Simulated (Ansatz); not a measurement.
The calculation's input:

```
crystal:
  lattice:
    - [0.0203968714, 3.3351370075, 3.2981825641]
    - [3.3644420903, -0.003469421, 3.3220488565]
    - [3.3874002553, 3.3819614648, -0.026427586]
  atoms:
    - { symbol: K, position: [0.0017670191, -4.59585e-05, -0.0018190912] }
    - { symbol: Br, position: [0.4982329809, 0.5000459585, 0.5018190912] }
basis:
  ecutwfc: 420
kpoints:
  mp_grid: { grid: [6, 6, 6] }
hamiltonian:
  xc: pbe
scf:
  occupations: { method: gaussian, width: 0.05 }
output:
  forces: true
  stress: true
  eigenvalues: true
  write_density: true
  write_potential: true
  elf: true
  volumetric_format: npy
```

Run with:

```sh
ansatz run input.yaml --threads 1 --pin off --max-ram 2560MiB --backend cpu --events-out ev --progress --plain --runs-dir out
```

Below, planes, directions and counts refer to the conventional cell (a = 4.69 Å, b = 4.73 Å, c = 4.73 Å, α = 60.46°, β = 61.06°, γ = 60.28°).

Space group P1.

Method: DFT PBE, scalar-relativistic, plane waves, PAW (Ansatz 0.2.0).

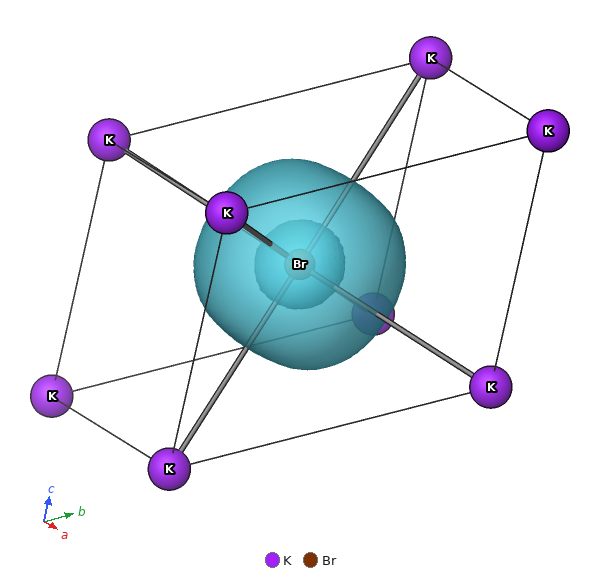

KBr. Isosurface of the ELF at 0.7 (cyan), seen slightly off an axis. Only the valence region is drawn (cores and ρ < 0.01 e/Å³ removed). Sticks mark near contacts.

In a PAW calculation such maps are meaningful between the atoms, not at the nuclei.

### Describe the localisation domains.

At this value the surface marks out one region wrapped around Br (its valence shell), counted in one cell of 2 atoms. Regions shared between cells count once. Along the contacts the grid gives the following. K–Br (3.31 Å): the ELF is about 0.10 at the midpoint (an ionic contact with no shared pair). K–Br (3.35 Å): the ELF is about 0.10 at the midpoint: an ionic contact with no shared pair.

### Metal or insulator at this level of theory?

It is gapped, with a Kohn–Sham gap of 4.3 eV on the k-point mesh (the band edges may lie off the mesh, which would make the gap smaller).
